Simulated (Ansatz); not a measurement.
```
CELL_PARAMETERS angstrom
5.12416 0.00000 0.00000
-2.56208 4.43765 0.00000
0.00000 0.00000 13.55164
ATOMIC_POSITIONS crystal
Li 0.66667 0.33333 0.08333
Li 0.33333 0.66667 0.41667
Li 0.00000 0.00000 0.75000
Li 0.00000 0.00000 0.25000
Li 0.66667 0.33333 0.58333
Li 0.33333 0.66667 0.91667
Nb 0.33333 0.66667 0.16667
Nb 0.00000 0.00000 0.50000
Nb 0.66667 0.33333 0.83333
Nb 0.00000 0.00000 0.00000
Nb 0.66667 0.33333 0.33333
Nb 0.33333 0.66667 0.66667
O 0.37527 0.00000 0.25000
O 0.04194 0.33333 0.58333
O 0.70861 0.66667 0.91667
O 0.00000 0.37527 0.25000
O 0.66667 0.70861 0.58333
O 0.33333 0.04194 0.91667
O 0.62473 0.62473 0.25000
O 0.29139 0.95806 0.58333
O 0.95806 0.29139 0.91667
O 0.66667 0.95806 0.08333
O 0.33333 0.29139 0.41667
O 0.00000 0.62473 0.75000
O 0.29139 0.33333 0.08333
O 0.95806 0.66667 0.41667
O 0.62473 0.00000 0.75000
O 0.04194 0.70861 0.08333
O 0.70861 0.04194 0.41667
O 0.37527 0.37527 0.75000
```

Space group R-3c.

These are results of DFT LDA, scalar-relativistic, plane waves, PAW (Ansatz 0.2.0), not measurements.

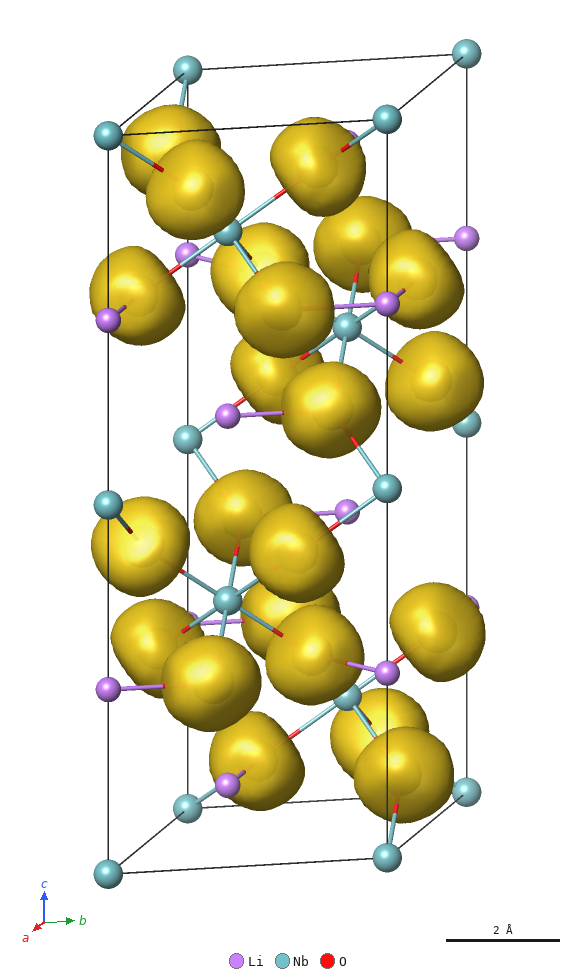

LiNbO₃. Isosurface of the electron localisation function at 0.7 (yellow), seen slightly off an axis. Core shells and regions of very low density are left out. Sticks mark near contacts.

Core electrons are frozen (PAW), and the valence fields are smoothed inside the atomic spheres.

**Identify the bonds, lone pairs and shells in this picture.**

The ELF exceeds this value in 18 regions wrapped around O (the valence shell of each), counted in one cell of 30 atoms. Any copies at cell faces, edges or corners count once. Along the contacts the grid gives the following. Li–O (1.92 Å): the ELF peaks at about 0.85 in the valence shell of O, 0.6 Å from its nucleus, and falls to about 0.05 next to Li: an ionic contact with no shared pair. Nb–O (1.97 Å): the ELF peaks at about 0.80 in the valence shell of O, 0.6 Å from its nucleus, and drops to about 0.25 between the two atoms (no localised pair shows between them).

**Does the calculation give a band gap?**

It is gapped, with a Kohn–Sham gap of 2.6 eV on the k-point mesh (the band edges may lie off the mesh, which would make the gap smaller).
